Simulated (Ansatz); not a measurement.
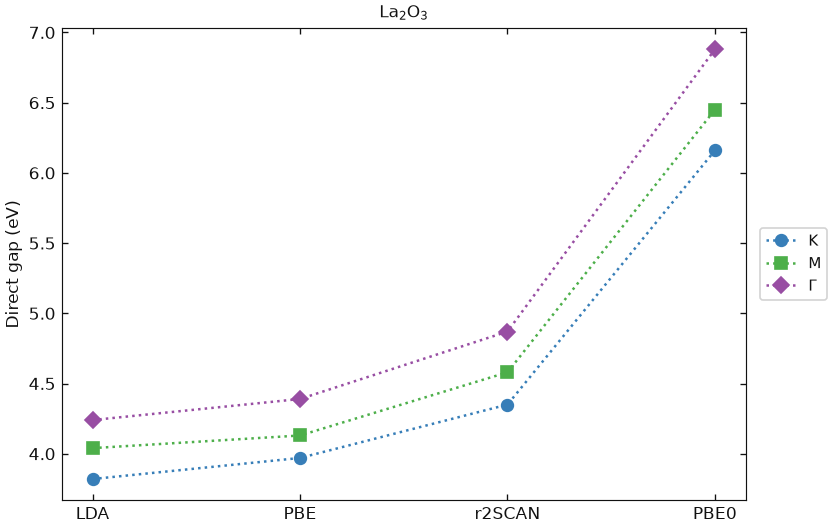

Direct gap at each named k point, by several methods on one cell of La$_{2}$O$_{3}$, space group P-3m1 (No. 164), 5 atoms in the cell, relaxed with r2SCAN; a = 3.935 Å, c = 6.126 Å (hexagonal axes). All runs are without spin-orbit coupling and carry no moments. The names follow the standardised cell of this lattice; in reduced coordinates of the cell that was run, K is (0.333, 0.333, 0) and M is (0.5, 0, 0). The smallest gap is indirect or lies off these points.

```
method  program  K (eV)  M (eV)  Γ (eV)
   LDA   Ansatz    3.82    4.04    4.24
   PBE   Ansatz    3.97    4.13    4.39
r2SCAN   Ansatz    4.35    4.58    4.87
  PBE0   Ansatz    6.16    6.45    6.88
```

Question: One method is left out: HSE06. Predict its row. It was run as: HSE06, Ansatz PAW set, 6×6×2 k mesh, 420 eV cutoff, fixed occupations (Ansatz 0.2.0).

Answer: HSE06 screens off the long-range part of PBE0's exact exchange, so it lies between PBE and PBE0, here 0.75 eV under PBE0 at K. HSE06 gives 5.41 eV at K, 5.69 eV at M and 6.16 eV at Γ, which is +1.44 eV from PBE at K.

Question: Does HSE06 open these direct gaps by one amount over PBE?

Answer: The shifts are +1.44 eV at K, +1.56 eV at M and +1.77 eV at Γ, and at points that aren't plotted +2.01 eV (A), +1.87 eV (L) and +1.65 eV (H): over the named points that both runs hold, a spread of 0.57 eV on a mean of 1.72 eV, so one shift doesn't describe them.

Question: How do the methods rank at K?

Answer: From low to high: LDA 3.82, PBE 3.97, r2SCAN 4.35, HSE06 5.41, PBE0 6.16 eV.

Settings. LDA: Ansatz PAW set, 12×12×4 k mesh, 420 eV cutoff, fixed occupations (Ansatz 0.2.0). PBE: Ansatz PAW set, 12×12×4 k mesh, 420 eV cutoff, Fermi-Dirac smearing of 0.02 eV (Ansatz 0.2.0). r2SCAN: Ansatz PAW set, 12×12×4 k mesh, 500 eV cutoff, fixed occupations (Ansatz). PBE0: Ansatz PAW set, 6×6×2 k mesh, 420 eV cutoff, fixed occupations (Ansatz).

These are five of the 7 methods that were run on this cell. Spin-orbit coupling is left out, which matters for La. LDA, r2SCAN, HSE06 and PBE0: the PAW data sets were made with another functional. LDA, PBE and r2SCAN: semilocal functionals put the empty 4f levels of La too low. LDA, GGA and most meta-GGA functionals understate gaps. HSE06 and PBE0: the k mesh is coarse, so the values aren't converged, least of all with exact exchange. Over all k points computed the smallest gap is 3.73 eV in LDA, 3.84 eV in PBE, 4.23 eV in r2SCAN, 5.29 eV in HSE06 and 6.03 eV in PBE0. The names follow the standardised cell of this lattice; in reduced coordinates of the cell that was run, A is (0, 0, 0.5), L is (0.5, 0, 0.5) and H is (0.333, 0.333, 0.5).
